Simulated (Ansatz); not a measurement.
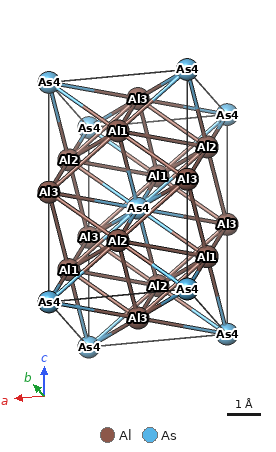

Solid Al₃As (a generated structure, set up in I4/mmm), before the relaxation. The picture is a ball-and-stick view of the conventional cell (2 times the calculation's cell), seen from a free direction. Lengths and directions refer to the drawn axes.

Level of theory: DFT PBE, scalar-relativistic, plane waves, PAW (Ansatz).

The input:
```yaml
crystal:
  lattice:
    - [-2.2157640426, 2.2157640426, 3.5734159064]
    - [2.2157640426, -2.2157640426, 3.5734159064]
    - [2.2157640426, 2.2157640426, -3.5734159064]
  atoms:
    - { symbol: Al, position: [0.75, 0.25, 0.5] }
    - { symbol: Al, position: [0.25, 0.75, 0.5] }
    - { symbol: Al, position: [0.5, 0.5, 0.0] }
    - { symbol: As, position: [0.0, 0.0, 0.0] }
basis:
  ecutwfc: 420
kpoints:
  mp_grid: { grid: [14, 14, 14] }
hamiltonian:
  xc: pbe
scf:
  occupations: { method: gaussian, width: 0.1 }
output:
  forces: true
  stress: true
  eigenvalues: true
relax:
  adjacent_minimum: "off"
  f_tol: 0.01
  max_steps: 80
  cell: { stress_tol: 0.05 }
```

Launched with:
```bash
ansatz run input.yaml --threads 1 --pin off --max-ram 2560MiB --backend cpu --events-out ev --progress --plain --runs-dir out
```

> Where does the relaxation end?

The atoms keep their places relative to the cell (all moves are under 0.005 Å). The volume changes by −0.5 %, with a = b 4.432 → 4.035 Å (−8.9 %), c 7.147 → 8.582 Å (+20.1 %). Among the contacts that change: Al1–Al2 3.134 → 2.853 Å, Al3–As4 3.134 → 2.853 Å, Al1–As4 2.846 → 2.945 Å, Al1–Al3 2.846 → 2.945 Å. The space group stays I4/mmm (No. 139). Over 9 accepted moves (12 points after the start) the energy falls by 42.0 meV per atom. All forces vanish by symmetry, so only the cell relaxes. Pressure: 0.48 GPa at the start and −0.01 GPa at the end. The line search rejected the trial step at point 10 of the run. At 2 points the geometry stayed and the basis and grid were re-selected for the new cell (energy shift of 1.5 meV per atom at most each time). The run took 3.5 min on 1 thread of Arm Neoverse V2, with other jobs on the host, peak memory 0.54 GiB.

Final geometry:

```
Al As
1.0
    -2.01747    2.01747    4.29084
     2.01747   -2.01747    4.29084
     2.01747    2.01747   -4.29084
Al As
3 1
Direct
  0.75000 0.25000 0.50000
  0.25000 0.75000 0.50000
  0.50000 0.50000 0.00000
  0.00000 0.00000 0.00000
```

The end point in the same view:

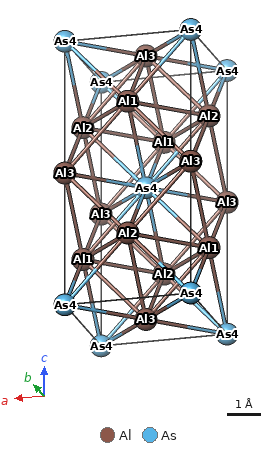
